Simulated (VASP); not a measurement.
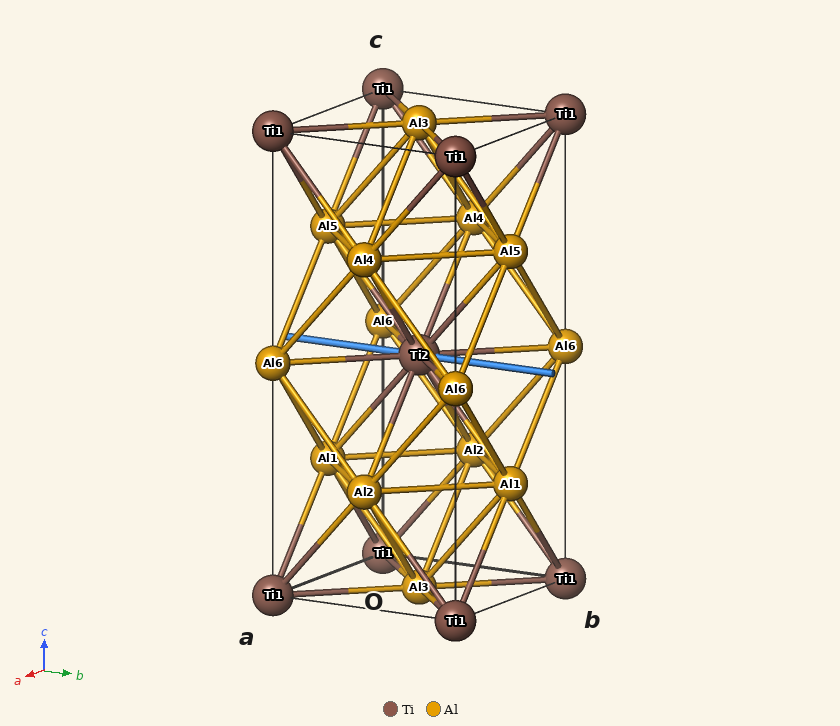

For TiAl3, a cell listed in the Materials Project, as set up for an electronic-structure calculation: the coloured rod is the axis of a symmetry operation of the crystal. Geometry calculated from the standardised cell; symmetry tolerance 0.002 Å.

a = 3.822 Å, b = 3.822 Å, c = 8.561 Å, α = 90.00°, β = 90.00°, γ = 90.00°.

```tsv
atom	x	y	z
Ti1	0.0000	0.0000	0.0000
Al1	0.5000	0.0000	0.2500
Al2	0.0000	0.5000	0.2500
Al3	0.5000	0.5000	0.0000
Ti2	0.5000	0.5000	0.5000
Al4	0.0000	0.5000	0.7500
Al5	0.5000	0.0000	0.7500
Al6	0.0000	0.0000	0.5000
```

Take the operation x, y, z → −x+1, y, −z+1.

Q: What kind of operation is it, and where does it lie?

A: It is a 2-fold rotation, about the line along [0 1 0] through (1/2, 1/2, 1/2).

Q: Onto which atom does it carry each atom (up to whole multiples of a, b and c)?

A: Ti1 → Ti1, Al1 → Al5, Al2 → Al4, Al3 → Al3, Ti2 → Ti2, Al4 → Al2, Al5 → Al1, Al6 → Al6.

Q: What is the crystal's space group?

A: I4/mmm, No. 139.
